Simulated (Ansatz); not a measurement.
## A series of single points on Sc

System: Sc (Fm-3m, 1 atom in the cell).
Method: Kohn-Sham DFT of a periodic cell, PBE, Ansatz PAW, no spin polarisation (Ansatz 0.2.0).

The 6 runs differ only in the geometry, by an even scaling of the cell at fixed fractional positions. The structure derives from an entry of the Crystallography Open Database.

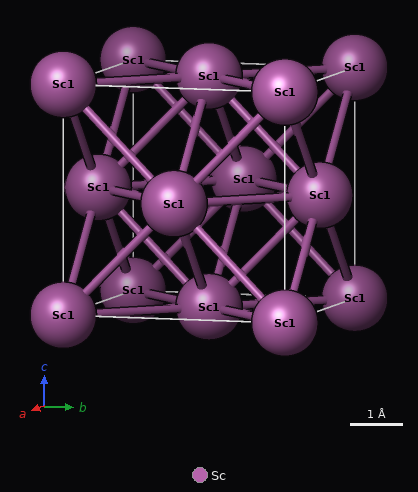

Figure 1. The structure of run 4 (ball-and-stick view of the cell 4 times as large as that of the calculation, set on its symmetry axes, seen slightly off an axis; atoms are numbered from 1 in the order of the input).

## Input of run 4
```yaml
crystal:
  lattice:
    - [0.0, 2.26, 2.26]
    - [2.26, 0.0, 2.26]
    - [2.26, 2.26, 0.0]
  atoms:
    - { symbol: Sc, position: [0.0, 0.0, 0.0] }
hamiltonian:
  xc: pbe
  pseudopotentials: { kind: paw }
kpoints:
  mp_grid: { grid: [10, 10, 10] }
scf:
  occupations: { method: fermi_dirac, width: 0.05 }
output:
  forces: true
  stress: true
  eigenvalues: true
  write_density: true
  write_potential: true
  elf: true
  volumetric_format: npy
```

Command:
```bash
ansatz run input.yaml --threads 1 --pin off --max-ram 2560MiB --backend cpu --events-out ev --progress --plain --runs-dir out
```

Lattice vectors (Å) and fractional positions of run 4:
```
   0.000000    2.260000    2.260000
   2.260000    0.000000    2.260000
   2.260000    2.260000    0.000000
Sc  0.000000  0.000000  0.000000
```

Run 3 differs from it as follows:
```diff
-    - [0.0, 2.26, 2.26]
-    - [2.26, 0.0, 2.26]
-    - [2.26, 2.26, 0.0]
+    - [0.0, 2.2448317577, 2.2448317577]
+    - [2.2448317577, 0.0, 2.2448317577]
+    - [2.2448317577, 2.2448317577, 0.0]
```

## Results, with one run withheld

```tsv
run	volume per atom (Å³)	free energy per atom, from the lowest run given (meV)	pressure (GPa)
1	21.701	65.54	8.07
2	22.163	44.51	6.54
3	22.625	?	?
4	23.086	14.94	3.79
5	23.548	5.79	2.58
6	24.010	0.00	1.46
```

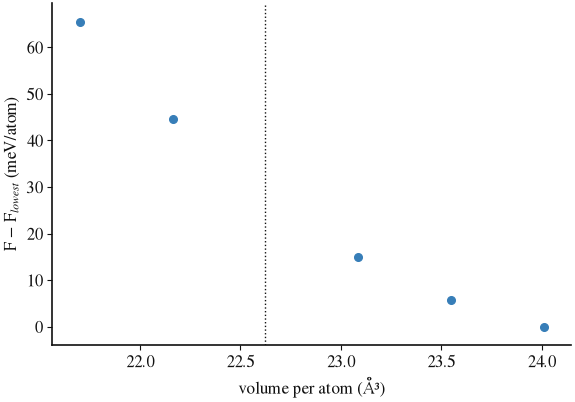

Figure 2. Free energy per atom of the runs given; the dotted line marks run 3.

Estimate the energy of run 3 from the others.

A cubic polynomial in V^(−2/3) (the Birch–Murnaghan form), fitted to the 5 runs given, misses them by at most 0.01 meV per atom. With x = V^(−2/3) − 0.12410 Å⁻², it reads F = 20.361 + 7573.7 x + 6.0196e+05 x² − 2.5096e+06 x³ (meV per atom). At run 3 it gives 27.74 meV per atom, and the run itself gives 27.75. The slope of the fit gives a pressure −dF/dV of 5.11 GPa there, and the run prints 5.11 GPa. The fit has no minimum inside this range.

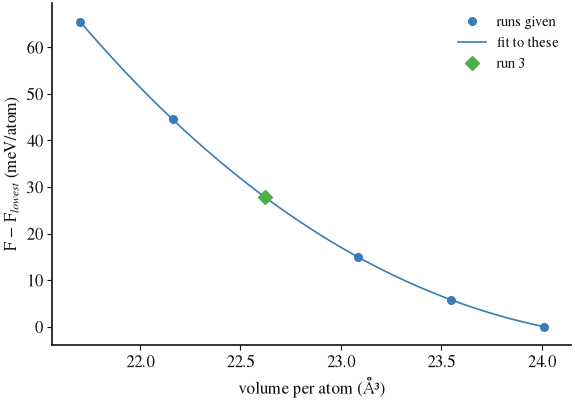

Figure 3. The fit and the withheld run.

## Output, shortened to warnings, some set-up lines, iterations and results (run 3)
```
Basis set: ecut = 420 eV, 459 PW (Γ), exchange–correlation on 48×48×48 points (8 copies of the dense FFT grid, shifted against one another)
Symmetry: 48 space group operations
k-points: 47 of 1000
Initial density: superposition of atomic densities (neutral atoms: chi_scale 0, normalization atom), corrected by the library's trained network
[...]
SCF iter   1: F=—  HF=-2135.736928 eV  |F-HF|=—  |Δ(HF+E_count)|=         —  Δρ=8.68e-4  dr2=7.65e-5  ethr=1.77e-3  ⟨swp⟩=4.2  Hψ=2406  notcnv=0
SCF iter   2: F=—  HF=-2135.736692 eV  |F-HF|=—  |Δ(HF+E_count)|=   2.36e-4  Δρ=4.33e-4  dr2=1.39e-5  ethr=6.96e-7  ⟨swp⟩=2.1  Hψ=1047  notcnv=0
SCF iter   3: F=—  HF=-2135.736712 eV  |F-HF|=—  |Δ(HF+E_count)|=   2.02e-5  Δρ=1.66e-4  dr2=3.47e-6  ethr=1.26e-7  ⟨swp⟩=2.0  Hψ=681  notcnv=0
SCF iter   4: F=—  HF=-2135.736715 eV  |F-HF|=—  |Δ(HF+E_count)|=   3.05e-6  Δρ=4.32e-5  dr2=2.83e-7  ethr=3.15e-8  ⟨swp⟩=2.0  Hψ=540  notcnv=0
SCF iter   5: F=-2135.736715 eV  HF=-2135.736715 eV  |F-HF|=3.91e-10  |Δ(HF+E_count)|=   1.26e-7  Δρ=3.22e-6  dr2=1.53e-9  ethr=2.57e-9  ⟨swp⟩=3.0  Hψ=753  notcnv=0
SCF iter   6: F=-2135.736715 eV  HF=-2135.736715 eV  |F-HF|=9.09e-13  |Δ(HF+E_count)|=  4.94e-10  Δρ=1.31e-7  dr2=1.13e-12  ethr=1.39e-11  ⟨swp⟩=3.6  Hψ=1775  notcnv=0
SCF 1 converged in 6 iterations: F = -2135.736715 eV  dr2 = 1.13e-12
SCF converged after 6 iterations
Free energy (F): -2135.736715 eV
Harris-Foulkes:  -2135.736715 eV  (|F-HF|=9.09e-13)
Internal energy: -2135.720909 eV  (E = F + TS)
E sigma→0 (E₀):  -2135.728812 eV
Entropy (-TS):   -0.015806 eV (-15.806 meV/atom)
Fermi energy:    10.329047 eV
--- Per-component energies (eV) ---
  E_band       = -155.412129
  E_kinetic    = 261.967395
  E_local      = -807.872480  (includes V_loc(G=0)·N_el)
  E_nonlocal   = 83.902534
  E_hartree    = 276.292886
  E_xc         = -104.565913
  E_vxc        = -129.479245  (∫ρ·V_xc dr)
  E_paw        = -955.794371  (= ΣΔE_a)
  E_vpaw       = -116.516125  (= ΣTr[D̂ρ^β])
  E_aug_tail   = 0.000010  (compensation charges beyond the density's cutoff)
  E_ewald      = -889.650970
  E_smearing   = -0.015806  (= −TS)
  E_closure    = -0.000000  (closes the sum)
  Σ components = -2135.736715   (vs F -2135.736715, Δ=0.00e0)
--- Forces (eV/Å), atoms counted from 1 ---
  atom   1  Sc    -0.00000000     0.00000000     0.00000000
  max |Σ_I F_I| component: 6.37e-32 eV/Å
--- Stress (GPa, compression-positive) ---
        5.111918      -0.000000      -0.000000
        0.000000       5.111918       0.000000
       -0.000000      -0.000000       5.111918
  P = ⅓ Tr σ = 5.1119 GPa (51.119 kbar)
```
